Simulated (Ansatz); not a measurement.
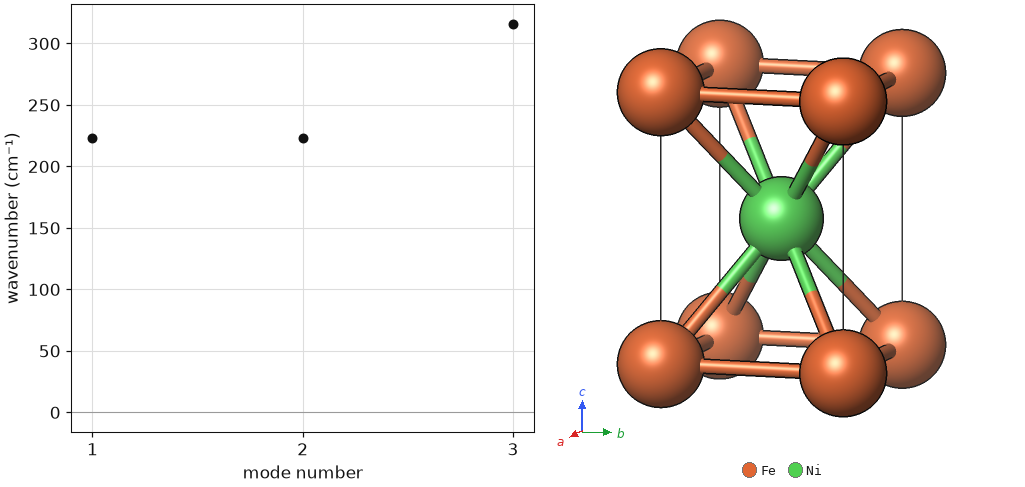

The plot gives the computed zone-centre optical phonon frequencies (the three acoustic modes are left out) for FeNi, space group P4/mmm (No. 123). The conventional cell is drawn beside the plot.

Structure:
```
Fe Ni
1.0
     2.44320    0.00000    0.00000
     0.00000    2.44320    0.00000
     0.00000    0.00000    3.50898
Fe Ni
1 1
Direct
  0.00000 0.00000 0.00000
  0.50000 0.50000 0.50000
```

Method: harmonic phonon frequencies at the zone centre with atoms at rest in the given cell, without the long-range term of polar modes, the three translations left out, imaginary frequencies are negative; plane waves with PAW datasets, Γ-centred k mesh (Ansatz 0.2.0). Level: PBEsol, collinear spin. The state reached is ferromagnetic.

- wave cutoff: 420 eV
- k mesh: 16×16×12
- occupations: Gaussian
- smearing width: 0.2 eV
- pressure: 6 GPa
- phonon method: linear response

### Are there unstable modes?

No frequency is imaginary, so the structure is stable to these displacements (zone-boundary modes weren't tested here).

### Where does the highest mode lie?

The highest mode lies at 316.0 cm⁻¹.

### List the optical modes with their degeneracies.

223.3 (×2), 316.0 cm⁻¹.

Caveats: metal sensitive to the k mesh.
